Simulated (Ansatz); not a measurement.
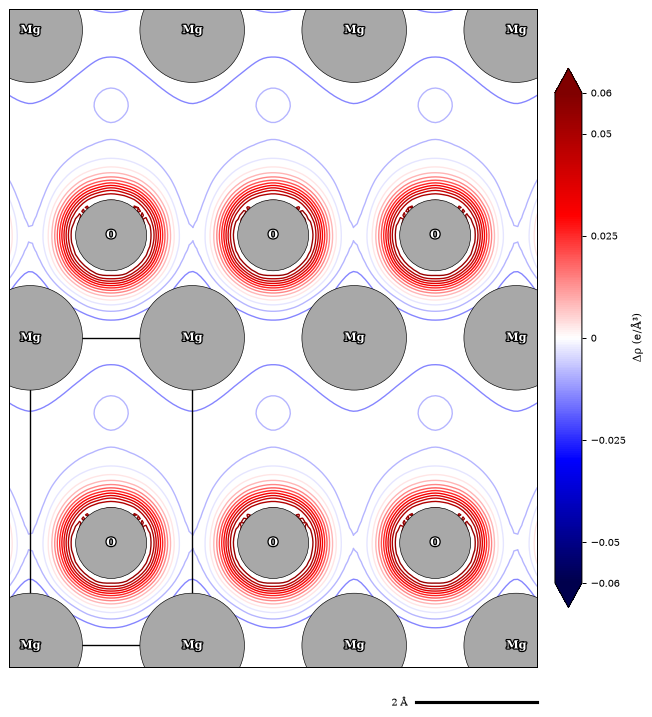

MgO. Difference of the valence pseudo-densities of two functionals at the same geometry, on the (110) plane of the calculation cell: one of HF and HSESOL less the other.

Space group P-6m2; a structure from a database of computed crystals, not necessarily the ambient phase.

Both computed with Ansatz (plane waves, PAW), on the same k-point mesh. Grey discs cover the atomic cores.

```
Mg O
1.0
     2.93802    0.00000    0.00000
    -1.46901    2.54440    0.00000
     0.00000    0.00000    2.67968
Mg O
1 1
Direct
  0.00000 0.00000 0.00000
  0.33333 0.66667 0.50000
```

Q: Which was subtracted from which, and what does the map show?

A: It is HF less HSESOL. Against HSESOL, HF gives less density around Mg (−0.012 e/Å³ on average at 1.0 Å from the nucleus), more density around O (+0.045 e/Å³ on average at 0.7 Å from the nucleus) and less density in the space between the atoms (−0.006 e/Å³ on average).
